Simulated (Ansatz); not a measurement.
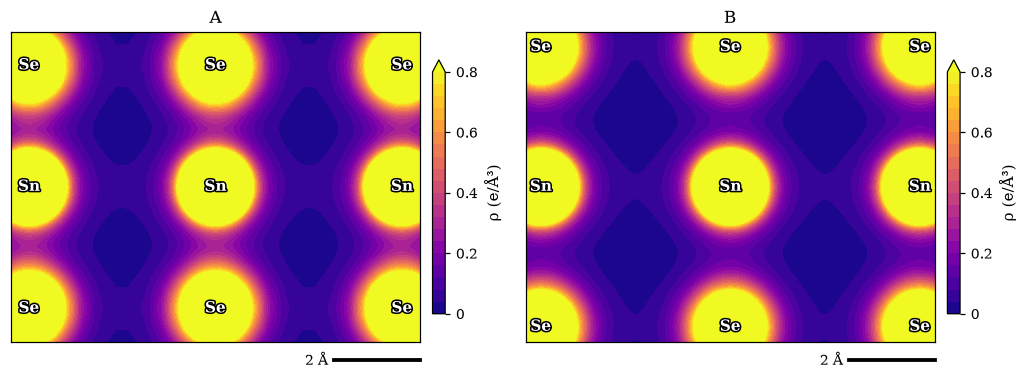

SnSe. The valence electron density of two cells that differ in size and shape, on the (100) plane of each (indices in the axes of the calculation cell), at one length scale and on one colour scale; one has 27.0 and the other 32.2 Å³ an atom.

Theory: Ansatz, DFT PBE+D3(BJ), scalar-relativistic, plane waves, PAW.

Core electrons are frozen (PAW), and the valence fields are smoothed inside the atomic spheres.

The larger cell:

```
Sn Se
1.0
     4.43310    0.00000    0.00000
     0.00000    4.43310    0.00000
     0.00000    0.00000    6.54430
Sn Se
2 2
Direct
  0.50000 0.00000 0.25009
  0.00000 0.50000 0.74991
  0.50000 0.00000 0.74994
  0.00000 0.50000 0.25006
```

The smaller cell: a = 4.363 Å, b = 4.363 Å, c = 5.684 Å, α = 90.00°, β = 90.00°, γ = 90.00°.

### Which is the denser cell? Describe the effect of the change.

Panel A is the smaller cell, by 16 % in volume. From the larger cell to the smaller, Sn–Se goes from 3.27 to 2.84 Å, and the density at its midpoint from 0.15 to 0.29 e/Å³, the ELF there from 0.30 to 0.45; the pressure goes from −6 to 0.3 GPa.
